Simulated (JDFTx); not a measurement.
**Single-point calculation at one volume of an equation of state, with input and output: Ni**

- system: Ni (1 atom in the cell)
- method: Kohn-Sham DFT of a periodic cell, LDA, PseudoDojo-SR-LDA-0.4.1-standard, spin-polarised (JDFTx 1.7.0 (patched build))

The structure derives from a Materials Project entry. It belongs to a series of runs on one base structure; here: volume scaled by 1.02.

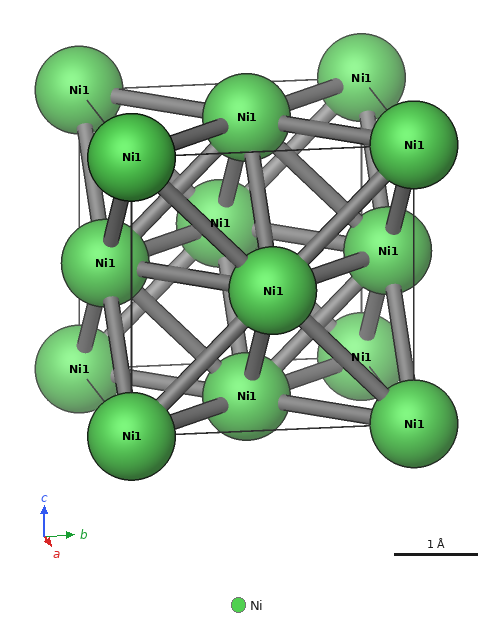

**Figure 1.** The structure (ball-and-stick view of the cell 4 times as large as that of the calculation, set on its symmetry axes, seen slightly off an axis; atoms are numbered from 1 in the order of the input). Near neighbours in the crystal (not all of them lie inside the picture): Ni has 12 Ni at 2.47 Å.

Input
```
lattice Face-Centered Cubic 6.6105657533
coords-type Lattice
ion Ni     0.0000000000     0.0000000000     0.0000000000 1

ion-species pseudo/Ni.upf
elec-cutoff 49
elec-ex-corr lda-PW
kpoint-folding 13 13 13
elec-smearing Fermi 0.0018374661
elec-n-bands 15
spintype z-spin
initial-magnetic-moments Ni 1
elec-initial-magnetization 1 no
electronic-SCF nIterations 100 energyDiffThreshold 1e-09
electronic-minimize nIterations 30 energyDiffThreshold 1e-7
forces-output-coords Cartesian

dump-name run.$VAR
dump End Ecomponents EigStats BandEigs Kpoints Forces Stress
```

Run as:
```bash
jdftx -c 1 -i Ni.in -o Ni.out
```

What the program printed
```
*************** JDFTx 1.7.0 (patched build) ***************

Input parsed successfully to the following command list (including defaults):

basis kpoint-dependent
coords-type Lattice
core-overlap-check vector
coulomb-interaction Periodic
davidson-band-ratio 1.1
dump End Forces BandEigs EigStats Ecomponents Stress Kpoints
dump-name run.$VAR
elec-cutoff 49
elec-eigen-algo Davidson
elec-ex-corr lda-PW
elec-initial-magnetization 1.000000 no
elec-n-bands 15 1
elec-smearing Fermi 0.00183747
electronic-minimize  \
	dirUpdateScheme      FletcherReeves \
	linminMethod         DirUpdateRecommended \
	nIterations          30 \
	history              15 \
	knormThreshold       0 \
	maxThreshold         no \
	energyDiffThreshold  1e-07 \
	nEnergyDiff          2 \
	convergeAll          no \
	alphaTstart          1 \
	alphaTmin            1e-10 \
	updateTestStepSize   yes \
	alphaTreduceFactor   0.1 \
	alphaTincreaseFactor 3 \
	nAlphaAdjustMax      3 \
	wolfeEnergy          0.0001 \
	wolfeGradient        0.9 \
	abortOnFailedStep    no \
	fdTest               no
electronic-scf  \
	nIterations	100 \
	energyDiffThreshold	1e-09 \
	residualThreshold	1e-07 \
	mixFraction	0.5 \
	qMetric	0.8 \
	history	10 \
	nEigSteps	2 \
	eigDiffThreshold	1e-08 \
	mixedVariable	Density \
	qKerker	0.8 \
	qKappa	-1 \
	verbose	no \
	mixFractionMag	1.5
exchange-regularization WignerSeitzTruncated
fluid None
fluid-ex-corr lda-TF lda-PZ
fluid-gummel-loop 10 1.000000e-05
fluid-minimize  \
	dirUpdateScheme      PolakRibiere \
	linminMethod         DirUpdateRecommended \
	nIterations          100 \
	history              15 \
	knormThreshold       0 \
	maxThreshold         no \
	energyDiffThreshold  0 \
	nEnergyDiff          2 \
	convergeAll          no \
	alphaTstart          1 \
	alphaTmin            1e-10 \
	updateTestStepSize   yes \
	alphaTreduceFactor   0.1 \
	alphaTincreaseFactor 3 \
	nAlphaAdjustMax      3 \
	wolfeEnergy          0.0001 \
	wolfeGradient        0.9 \
	abortOnFailedStep    no \
	fdTest               no
fluid-solvent H2O 55.338 ScalarEOS \
	epsBulk 78.4 \
	pMol 0.92466 \
	epsInf 1.77 \
	Pvap 1.06736e-10 \
	sigmaBulk 4.62e-05 \
	Rvdw 2.61727 \
	Res 1.42 \
	tauNuc 343133 \
	poleEl 15 7 1
forces-output-coords Cartesian
initial-magnetic-moments  \
	Ni 1
ion Ni   0.000000000000000   0.000000000000000   0.000000000000000 1
ion-species pseudo/Ni.upf
ion-width 0
ionic-minimize  \
	dirUpdateScheme      L-BFGS \
	linminMethod         DirUpdateRecommended \
	nIterations          0 \
	history              15 \
	knormThreshold       0.0001 \
	maxThreshold         no \
	energyDiffThreshold  1e-06 \
	nEnergyDiff          2 \
	convergeAll          no \
	alphaTstart          1 \
	alphaTmin            1e-10 \
	updateTestStepSize   yes \
	alphaTreduceFactor   0.1 \
	alphaTincreaseFactor 3 \
	nAlphaAdjustMax      3 \
	wolfeEnergy          0.0001 \
	wolfeGradient        0.9 \
	abortOnFailedStep    no \
	fdTest               no
kpoint   0.000000000000   0.000000000000   0.000000000000  1.00000000000000
kpoint-folding 13 13 13
latt-move-scale 1 1 1
latt-scale 1 1 1
lattice Face-Centered Cubic 6.61057
lattice-minimize  \
	dirUpdateScheme      L-BFGS \
	linminMethod         DirUpdateRecommended \
	nIterations          0 \
	history              15 \
	knormThreshold       0 \
	maxThreshold         no \
	energyDiffThreshold  1e-06 \
	nEnergyDiff          2 \
	convergeAll          no \
	alphaTstart          1 \
	alphaTmin            1e-10 \
	updateTestStepSize   yes \
	alphaTreduceFactor   0.1 \
	alphaTincreaseFactor 3 \
	nAlphaAdjustMax      3 \
	wolfeEnergy          0.0001 \
	wolfeGradient        0.9 \
	abortOnFailedStep    no \
	fdTest               no
lcao-params -1 1e-06 0.00183747
pcm-variant GLSSA13
perturb-minimize  \
	nIterations            0 \
	algorithm              MINRES \
	residualTol            0.0001 \
	residualDiffThreshold  0.0001 \
	CGBypass               no \
	recomputeResidual      no
spintype z-spin
subspace-rotation-factor 1 yes
symmetries automatic
symmetry-threshold 0.0001

---------- Setting up symmetries ----------

Found 48 point-group symmetries of the bravais lattice
Found 48 space-group symmetries with basis
Applied RMS atom displacement 0 bohrs to make symmetries exact.

---------- Initializing the Grid ----------
R =
[            0      3.30528      3.30528  ]
[      3.30528            0      3.30528  ]
[      3.30528      3.30528            0  ]
unit cell volume = 72.2197
G =
[  -0.950476   0.950476   0.950476  ]
[   0.950476  -0.950476   0.950476  ]
[   0.950476   0.950476  -0.950476  ]
Minimum fftbox size, Smin = [  32  32  32  ]
Chosen fftbox size, S = [  32  32  32  ]

---------- Exchange Correlation functional ----------
Initalized Slater LDA exchange.
Initalized Perdew-Wang LDA correlation.

---------- Setting up pseudopotentials ----------
Width of ionic core gaussian charges (only for fluid interactions / plotting) set to 0

Reading pseudopotential file 'pseudo/Ni.upf':
  'Ni' pseudopotential, 'SLA  PW   NOGX NOGC' functional
  Generated using ONCVPSP code by D. R. Hamann
  18 valence electrons, 4 orbitals, 6 projectors, 1001 radial grid points, with lMax = 2
    3S    l: 0   occupation:  2.0   eigenvalue: -4.060835
    3P    l: 1   occupation:  6.0   eigenvalue: -2.618750
    3D    l: 2   occupation:  8.0   eigenvalue: -0.335900
    4S    l: 0   occupation:  2.0   eigenvalue: -0.215335
  Core radius for overlap checks: 1.60 bohrs.

Initialized 1 species with 1 total atoms.

Folded 1 k-points by 13x13x13 to 2197 k-points.

---------- Setting up k-points, bands, fillings ----------
Reduced to 84 k-points under symmetry.
Computing the number of bands and number of electrons
Calculating initial fillings.
nElectrons:  18.000000   nBands: 15   nStates: 168

----- Setting up reduced wavefunction bases (one per k-point) -----
average nbasis = 1183.169 , ideal nbasis = 1183.161

---------- Setting up ewald sum ----------
Optimum gaussian width for ewald sums = 1.685043 bohr.
Real space sum over 2197 unit cells with max indices [  6  6  6  ]
Reciprocal space sum over 2197 terms with max indices [  6  6  6  ]

---------- Allocating electronic variables ----------
Initializing wave functions:  linear combination of atomic orbitals
Note: number of bands (15) exceeds available atomic orbitals (10)
Ni (M=1) pseudo-atom majority spin occupations:   s ( 1 0.5 )  p ( 3 )  d ( 5 )
Ni (M=1) pseudo-atom minority spin occupations:   s ( 1 0 )  p ( 3 )  d ( 4.5 )
	FillingsUpdate:  mu: +1.449476255  nElectrons: 18.000000  magneticMoment: [ Abs: 0.01626  Tot: +0.00000 ]
LCAOMinimize: Iter:   0  F: -162.5809190493970959  |grad|_K:  6.903e-03  alpha:  1.000e+00
	FillingsUpdate:  mu: +1.374326511  nElectrons: 18.000000  magneticMoment: [ Abs: 0.02428  Tot: -0.00000 ]
LCAOMinimize: Iter:   1  F: -162.9450348928629637  |grad|_K:  7.293e-03  alpha:  1.697e-01  linmin: -2.816e-01  cgtest:  7.351e-01
LCAOMinimize: 	Wrong curvature in test step, increasing alphaT to 5.091364e-01.
[... 20 lines of inner loops ...]
LCAOMinimize: Iter:   9  F: -164.1823658360843012  |grad|_K:  8.814e-07  alpha:  7.941e-01  linmin: -4.458e-05  cgtest:  2.623e-04
	FillingsUpdate:  mu: +0.687991992  nElectrons: 18.000000  magneticMoment: [ Abs: 0.68129  Tot: +0.62647 ]
LCAOMinimize: Iter:  10  F: -164.1823658418720129  |grad|_K:  6.658e-08  alpha:  3.940e-01  linmin:  1.733e-05  cgtest: -2.883e-03
LCAOMinimize: Converged (|Delta F|<1.000000e-06 for 2 iters).

-------- Electronic minimization -----------
Will mix electronic density at each iteration.
	FillingsUpdate:  mu: +0.687991992  nElectrons: 18.000000  magneticMoment: [ Abs: 0.68129  Tot: +0.62647 ]
	FillingsUpdate:  mu: +0.687550672  nElectrons: 18.000000  magneticMoment: [ Abs: 0.68129  Tot: +0.62647 ]
SCF: Cycle:  0   F: -164.189641444888736   dF: -7.276e-03   |Residual|: 4.916e-02   |deigs|: 1.826e-01
	FillingsUpdate:  mu: +0.675148236  nElectrons: 18.000000  magneticMoment: [ Abs: 0.68959  Tot: +0.62967 ]
SCF: Cycle:  1   F: -164.190569240314488   dF: -9.278e-04   |Residual|: 1.937e-02   |deigs|: 1.195e-02
	FillingsUpdate:  mu: +0.680586845  nElectrons: 18.000000  magneticMoment: [ Abs: 0.68403  Tot: +0.61969 ]
SCF: Cycle:  2   F: -164.190962931050933   dF: -3.937e-04   |Residual|: 8.454e-03   |deigs|: 4.754e-03
	FillingsUpdate:  mu: +0.680528013  nElectrons: 18.000000  magneticMoment: [ Abs: 0.68847  Tot: +0.62558 ]
SCF: Cycle:  3   F: -164.190971459114706   dF: -8.528e-06   |Residual|: 1.153e-03   |deigs|: 4.441e-04
	FillingsUpdate:  mu: +0.680450414  nElectrons: 18.000000  magneticMoment: [ Abs: 0.68764  Tot: +0.62340 ]
SCF: Cycle:  4   F: -164.190971692287945   dF: -2.332e-07   |Residual|: 5.357e-04   |deigs|: 4.666e-05
	FillingsUpdate:  mu: +0.680475468  nElectrons: 18.000000  magneticMoment: [ Abs: 0.68748  Tot: +0.62362 ]
SCF: Cycle:  5   F: -164.190971719489369   dF: -2.720e-08   |Residual|: 1.381e-04   |deigs|: 3.136e-05
	FillingsUpdate:  mu: +0.680481869  nElectrons: 18.000000  magneticMoment: [ Abs: 0.68768  Tot: +0.62379 ]
SCF: Cycle:  6   F: -164.190971724777484   dF: -5.288e-09   |Residual|: 4.588e-05   |deigs|: 1.015e-05
	FillingsUpdate:  mu: +0.680485527  nElectrons: 18.000000  magneticMoment: [ Abs: 0.68774  Tot: +0.62384 ]
SCF: Cycle:  7   F: -164.190971726092272   dF: -1.315e-09   |Residual|: 1.813e-05   |deigs|: 1.807e-05
	FillingsUpdate:  mu: +0.680487240  nElectrons: 18.000000  magneticMoment: [ Abs: 0.68774  Tot: +0.62385 ]
SCF: Cycle:  8   F: -164.190971726417700   dF: -3.254e-10   |Residual|: 5.371e-06   |deigs|: 1.933e-05
	FillingsUpdate:  mu: +0.680487176  nElectrons: 18.000000  magneticMoment: [ Abs: 0.68774  Tot: +0.62384 ]
SCF: Cycle:  9   F: -164.190971726484662   dF: -6.696e-11   |Residual|: 3.284e-06   |deigs|: 9.817e-06
SCF: Converged (|Delta E|<1.000000e-09 for 2 iters).

Setting wave functions to eigenvectors of Hamiltonian

# Stress tensor in Cartesian coordinates [Eh/a0^3]:
[  0.000479311            0            0  ]
[            0  0.000479311            0  ]
[            0            0  0.000479311  ]

# Ionic positions in lattice coordinates:
ion Ni   0.000000000000000   0.000000000000000   0.000000000000000 1

# Forces in Cartesian coordinates:
force Ni  -0.000000000000000  -0.000000000000000  -0.000000000000000 1

# Energy components:
   Eewald =     -112.3576534482930214
       EH =       46.0943350754396661
     Eloc =     -132.2875356073684259
      Enl =      -26.7411643827044223
      Exc =      -21.1607308531342788
 Exc_core =        3.4749179274323696
       KE =       78.7873631111563384
-------------------------------------
     Etot =     -164.1904681774717858
       TS =        0.0005035490128785
-------------------------------------
        F =     -164.1909717264846620

IonicMinimize: Iter:   0  F: -164.190971726484662  |grad|_K:  0.000e+00
IonicMinimize: Converged (|grad|_K<1.000000e-04).

#--- Lowdin population analysis ---
# oxidation-state Ni +0.217
# magnetic-moments Ni +0.649

Dumping 'run.eigStats' ...
	eMin: -3.097870 at state 0 ( [ +0.000000 +0.000000 +0.000000 ] spin 1 )
	HOMO: +0.680440 at state 161 ( [ +0.153846 +0.384615 -0.461538 ] spin -1 )
	mu  : +0.680487
	LUMO: +0.680527 at state 164 ( [ +0.153846 +0.384615 -0.230769 ] spin -1 )
	eMax: +1.987889 at state 126 ( [ +0.000000 +0.307692 -0.307692 ] spin -1 )
	HOMO-LUMO gap: +0.000087
	Optical gap  : +0.003227 at state 152 ( [ +0.076923 +0.384615 +0.461538 ] spin -1 )
Done!
```

Key numbers

```csv
quantity,value
outcome,converged
space group (tolerance 0.01 Å),Fm-3m (225)
electrons treated,18
free energy,−4467.8639 eV
Fermi energy,18.517 eV
gap on the k-point mesh,none (metallic)
net moment of the cell,0.62 μB
integrated absolute moment,0.69 μB
pressure,−14.10 GPa
largest force (length of the vector),under 0.001 eV/Å
hardware,"1 thread of Arm Neoverse V2, 24 GiB of memory available, shared host"
wall time,73 s
peak memory,0.14 GiB
```

Notes

The cell is under a tension of 14.1 GPa at this level, so it is not at its equilibrium volume.
